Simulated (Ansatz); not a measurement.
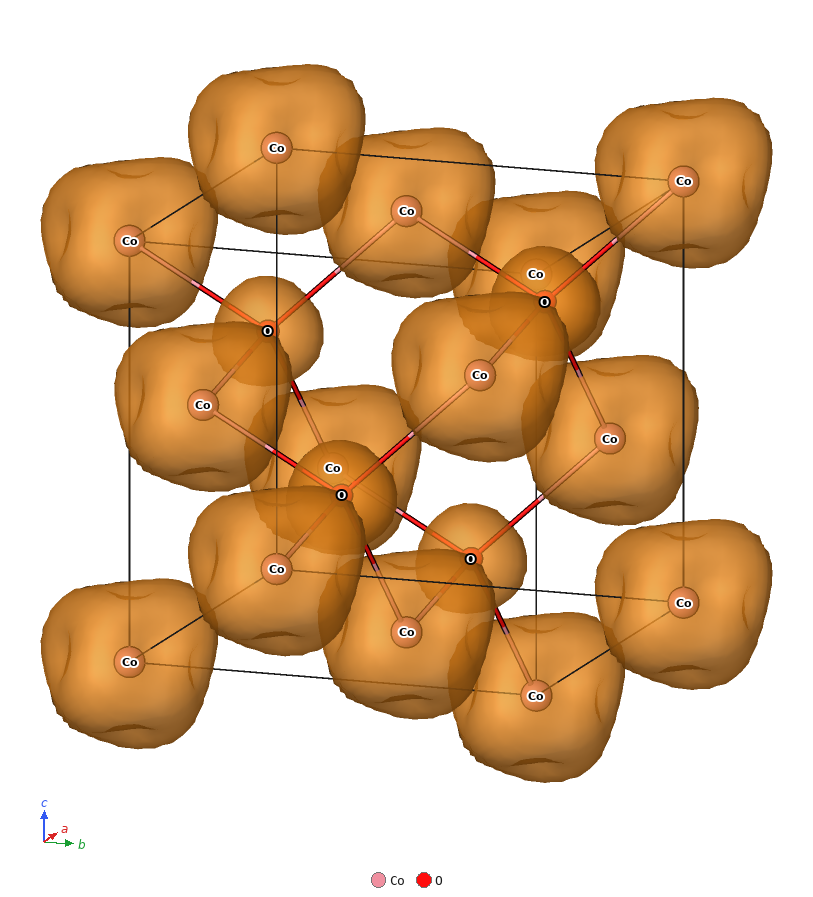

Figure 1: CoO. Isosurface of the spin density (up minus down) at +0.08 e/Å³ (orange), seen at an oblique angle. Sticks mark near contacts.

Space group F-43m; started from the zinc blende prototype, which need not be the ambient phase; spin-polarised.

Theory: DFT PBEsol, scalar-relativistic, plane waves, PAW (Ansatz 0.2.0).

The density is the valence pseudo-density of a PAW calculation; it isn't the true density close to the nuclei.

```yaml
crystal:
  lattice:
    - [4.34896, 0.00000, 0.00000]
    - [0.00000, 0.00000, -4.34896]
    - [0.00000, 4.34896, 0.00000]
  atoms:
    - { symbol: Co, position: [0.50000, 0.50000, 0.00000] }
    - { symbol: Co, position: [0.00000, 0.50000, 0.50000] }
    - { symbol: Co, position: [0.00000, 0.00000, 0.00000] }
    - { symbol: Co, position: [0.50000, 0.00000, 0.50000] }
    - { symbol: O, position: [0.25000, 0.75000, 0.25000] }
    - { symbol: O, position: [0.75000, 0.75000, 0.75000] }
    - { symbol: O, position: [0.75000, 0.25000, 0.25000] }
    - { symbol: O, position: [0.25000, 0.25000, 0.75000] }
```

Describe the spin distribution.

Answer. The spin density sits on Co: +1.5 μB (×4) in one cell of 8 atoms, with smaller moments on other sites: O (up to +0.17 μB): parallel main moments, as they must be, since the calculation's own cell holds one magnetic site. The cell of the calculation (2 atoms) carries 1.8 μB of net spin moment.
